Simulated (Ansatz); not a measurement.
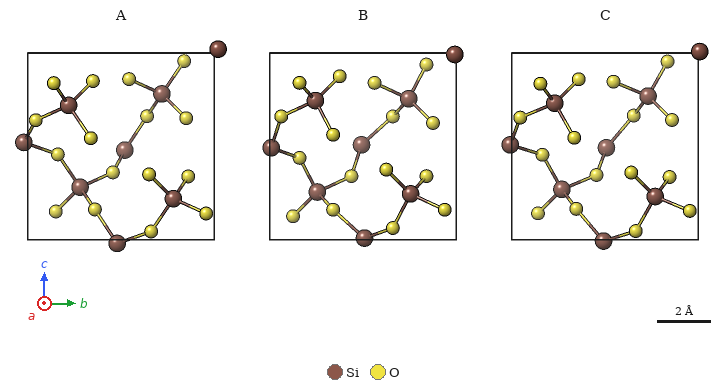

3 geometries from one relaxation of crystalline SiO2 (set up in P2_13), in shuffled order. Style: ball-and-stick. Shown: the cell of the calculation, along the a axis.

All numbers below come from DFT, PBE, plane-wave PAW, default files, scalar-relativistic (Ansatz 0.2.0). Set-up: plane-wave cutoff 420 eV; k-point mesh 4 × 4 × 4; occupations fermi dirac; smearing width 0.01 eV; no spin polarisation; atoms relaxed in a fixed cell; force threshold 0.02 eV/Å; at most 60 steps.

Order the frames from highest to lowest energy.

Answer. B, C, A. They are steps 0, 1, 4, at +5.436 eV per cell of the calculation, +1.688 eV per cell of the calculation relative to the last. The largest moves, 0.35 Å, are those of Si atoms. By element the largest moves are Si 0.35 Å, O 0.32 Å. The cell stays as it was. Near-neighbour distances that change, for instance: O–Si 1.668 → 1.625 Å, O–Si 1.649 → 1.612 Å, O–Si 1.597 → 1.624 Å. Bond angles that change, for instance: O–Si–O 95.4° → 108.8°, O–Si–O 119.1° → 110.1°, Si–O–Si 138.0° → 145.5°. The space group stays P2_13 (No. 198). The energy falls by 5.436 eV per cell of the calculation in 3 accepted moves (4 points after the start). Largest force component: 2.3 eV/Å at the start, 0.017 eV/Å at the end. 1 step only repeated the SCF at the same geometry.
